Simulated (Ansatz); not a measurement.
Single-point calculation, with input and output: C8N (part 1 of 3)

- system: C8N (slab, 9 atoms in the cell)
- method: DFT PBEsol, scalar-relativistic, plane waves, PAW, spin-polarised (Ansatz 0.2.0)

The structure derives from an entry of the Crystallography Open Database. It belongs to a series of runs on one base structure; here: N lifted by +0.30 A from its best place. Figures and captions count atoms from 1; the log counts them from 0 in places.

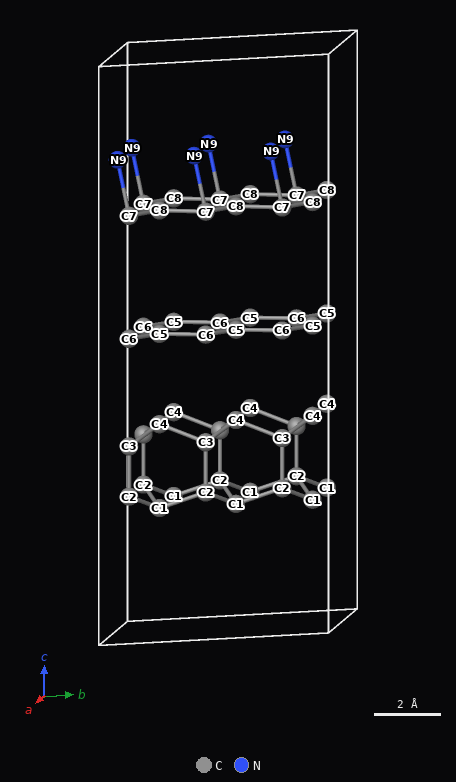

The structure (ball-and-stick view of the 2 × 3 repeat of the cell, with the vacuum cut short, seen slightly off an axis; atoms are numbered from 1 in the order of the input). An atom can appear more than once, as a periodic image.

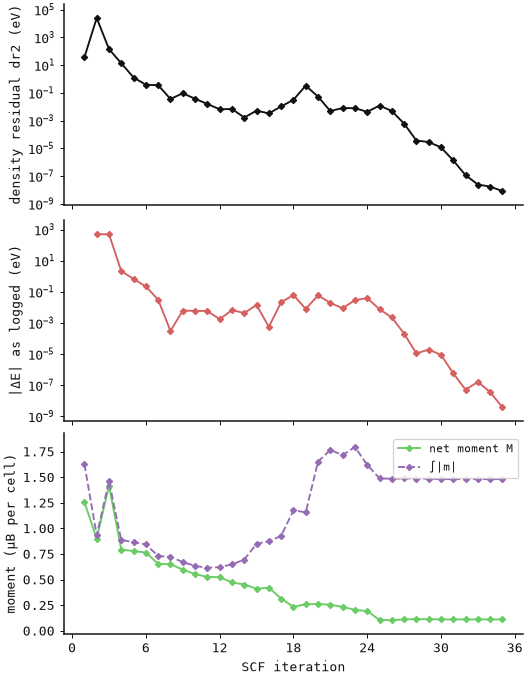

Convergence of the self-consistent field: density residual dr2, size of the energy change and magnetic moment against the SCF iteration. The residual falls unevenly and jumps up by a factor of two or more 7 times on the way down. The net moment goes from 1.3 to 0.1 μB per cell.

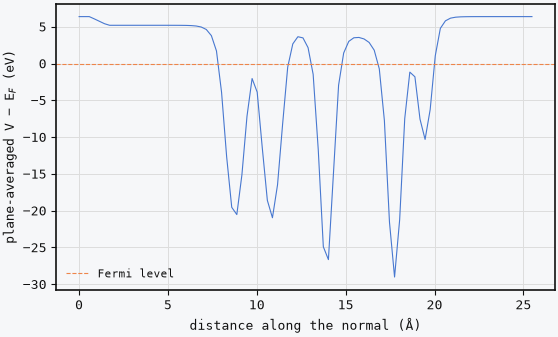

Plane average of the electrostatic potential energy of an electron across the cell, from the Fermi level. The vacuum level lies 6.37 eV above the Fermi level on the upper side and 5.20 eV on the lower.

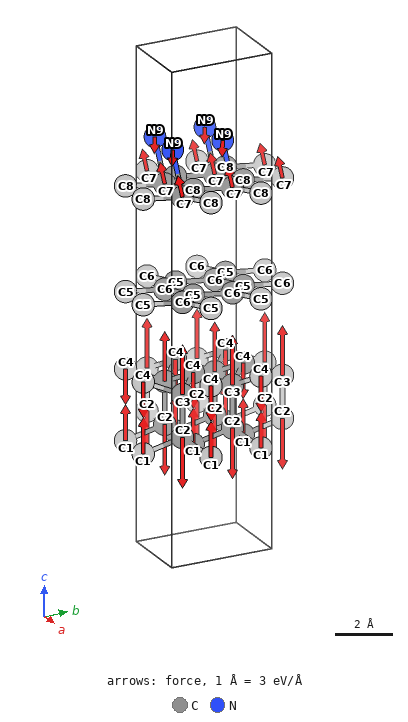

Forces on the atoms as red arrows (ball-and-stick view of the 2 × 2 repeat of the cell, with the vacuum cut short, seen slightly off an axis; neighbours outside the cell are drawn fainter; atoms are numbered from 1 in the order of the input); the smallest are left out. The largest act on C2 (5.60 eV/Å); C3 (5.50 eV/Å); C1 (4.00 eV/Å); C4 (3.97 eV/Å), among others. The geometry is not a stationary point of this energy.

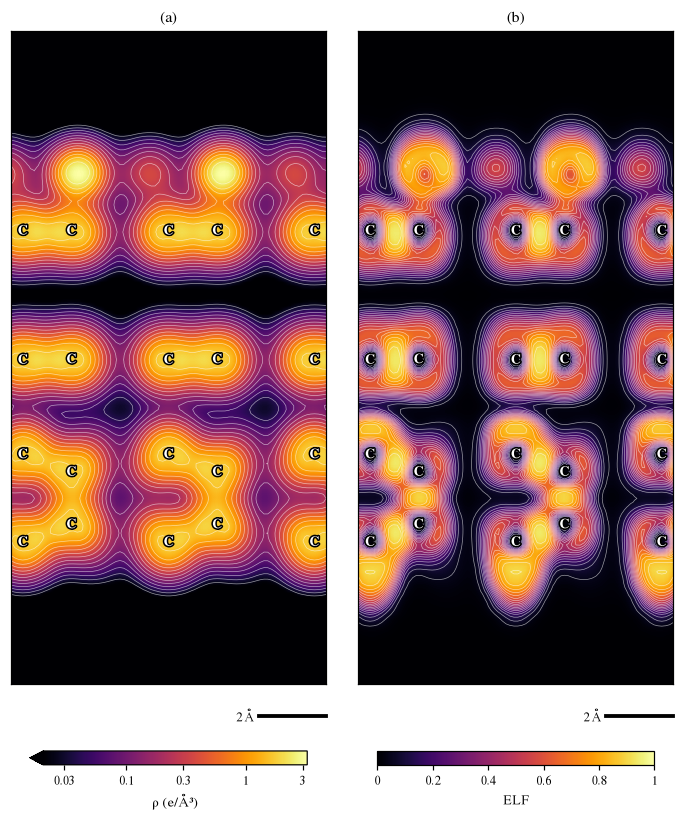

(a) valence pseudo-density; (b) ELF on the (110) plane of the calculation cell, a cut from vacuum to vacuum. The section cuts through C sites. C–C (1.44 Å): ρ is about 1.9 e/Å³ halfway; the ELF peaks at about 0.95 between the atoms, as expected for localised, shared-pair bonding. The density dies away to nearly zero in the vacuum. In a PAW calculation such maps are meaningful between the atoms, not at the nuclei.

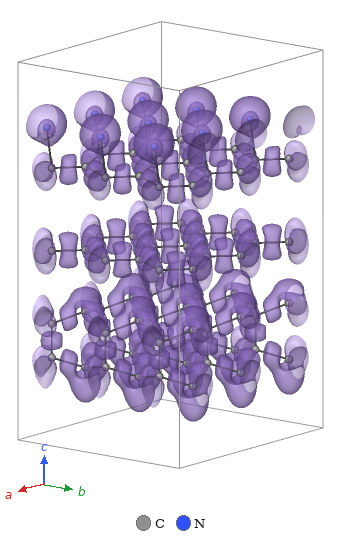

Isosurface of the ELF at 0.7 (purple), seen at an oblique angle. Core shells and regions of very low density are left out. Sticks mark near contacts. Along the contacts the grid gives the following. C–N (1.77 Å): the ELF peaks at about 0.75 between the atoms, which marks localised, shared-pair bonding.

The input and output of the run follow.

The input:
```yaml
crystal:
  lattice:
    - [2.4988149563, 0.0, 0.0]
    - [-1.2494074781, 2.1640372315, 0.0]
    - [0.0, 0.0, 25.763868273]
  atoms:
    - { symbol: C, position: [0.3333333334, 0.6666666667, 0.3299194015] }
    - { symbol: C, position: [0.6666666666, 0.3333333333, 0.3502041956] }
    - { symbol: C, position: [0.6666666666, 0.3333333333, 0.4106688376] }
    - { symbol: C, position: [0.3333333334, 0.6666666667, 0.4309536318] }
    - { symbol: C, position: [0.3333333334, 0.6666666667, 0.5397810204] }
    - { symbol: C, position: [0.6666666666, 0.3333333333, 0.5403661502] }
    - { symbol: C, position: [0.6666666666, 0.3333333333, 0.6885463836] }
    - { symbol: C, position: [0.3333333334, 0.6666666667, 0.6885498352] }
    - { symbol: "N", position: [0.5833333334, 1.1666666667, 0.755646361], spin: 3.0 }
basis:
  ecutwfc: 420
kpoints:
  mp_grid: { grid: [12, 12, 1] }
hamiltonian:
  xc: pbesol
scf:
  occupations: { method: gaussian, width: 0.05 }
output:
  forces: true
  stress: true
  eigenvalues: true
  populations: true
  write_density: true
  write_potential: true
  elf: true
  volumetric_format: npy
magnetization:
  spin_polarized: true
efield:
  axis: 3
  dipole_correction: true
  ramp_width: 0.04
```

Launch command:
```bash
ansatz run input.yaml --threads 2 --pin off --max-ram 5120MiB --backend cpu --events-out ev --progress --plain --runs-dir out
```

Output:
```
Engine: ansatz 0.2.0, x86_64-unknown-linux-gnu
Pseudopotentials: kind: paw
Pseudopotential: C, paw, valence charge 4, recommended cutoff 420 eV (normal), C.paw.azcp
Pseudopotential: N, paw, valence charge 5, recommended cutoff 420 eV (normal), N.paw.azcp
Functional definition: PBEsol
  exchange = pbesol_x
  correlation = pbesol_c
Crystal: 9 atoms, lattice volume = 139.319 Å³
Basis set: ecut = 420 eV, 2697 PW (Γ), exchange–correlation on 36×36×360 points (8 copies of the dense FFT grid, shifted against one another)
Bands: 29, of which v1, the nominal top of the filled ones, is band 19 counted from 1 (18 counted from 0)
Symmetry: 2 space group operations
k-points: 43 of 144 (time reversal used)
Non-local potential: C, projectors of the file, l = 0: 2, l = 1: 2, l = 2: 1
Non-local potential: N, projectors of the file, l = 0: 2, l = 1: 2, l = 2: 1
PAW form: soft (Blöchl's): semilocal exchange-correlation on the pseudo side does not see the compensation charge
PAW frozen core: C, regenerated for the run's functional, and the local potential with it (the file was generated under x = pbe(κ = 0.804, μ = 0.2195149727645171), c = pbe(β = 0.06672455060314922))
PAW frozen core: N, regenerated for the run's functional, and the local potential with it (the file was generated under x = pbe(κ = 0.804, μ = 0.2195149727645171), c = pbe(β = 0.06672455060314922))
PAW one-centre angular grid: C, 110 points (default); XC on 64 Gauss nodes
PAW one-centre angular grid: N, 110 points (default); XC on 64 Gauss nodes
Starting moments: Σ|m| = 3 μB on 1 of 9 sites
Initial wavefunctions: pseudopotential atomic-orbital guess
Functional: x = pbesol(κ = 0.804, μ = 0.12345679012345678), c = pbesol(β = 0.046)
```
